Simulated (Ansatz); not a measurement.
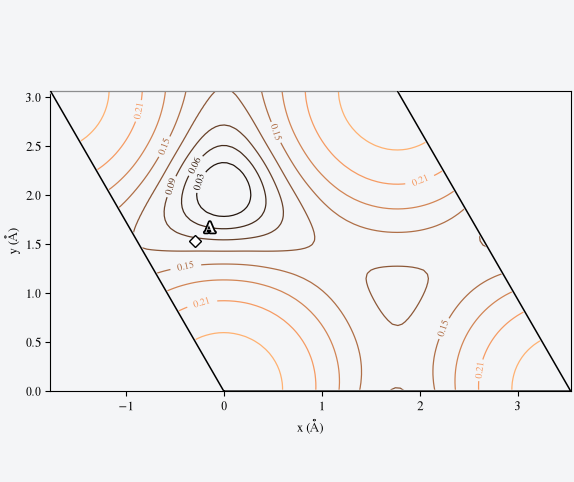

A bilayer of two PtS₂ sheets (1T type) (6 atoms in the cell). The upper layer of a bilayer is slid over the lower one; relaxed at each slide: the heights of all atoms; the origin of the map has S4 above S3. Places are given modulo a cell vector. The map is drawn in real space over the plane of the slide. The scan uses a 6 × 6 grid; 10 points were computed and 26 follow by symmetry. Energies are in J/m², from the lowest grid point. Method: DFT PBE+D3(BJ), scalar-relativistic, plane waves, PAW (Ansatz 0.2.0). Settings: cutoff 420 eV, k-mesh 9×9×1, gaussian smearing 0.05 eV, no spin polarisation.

The picture shows contour lines labelled in J/m², the outline of one cell of the plane, the point A. Between grid points the surface is interpolated.

Which way does the force act at A, and how strong is it?

Answer. A, at (1/6, 3/6) of the cell vectors, is not a stationary point. The computed force is 0.15 eV/Å in the plane, pointing up in the picture (components 0.02 and 0.15 eV/Å, for the cell of 10.86 Å², or 0.22 J/m² for each Å).

PAW datasets: the set soft_1.
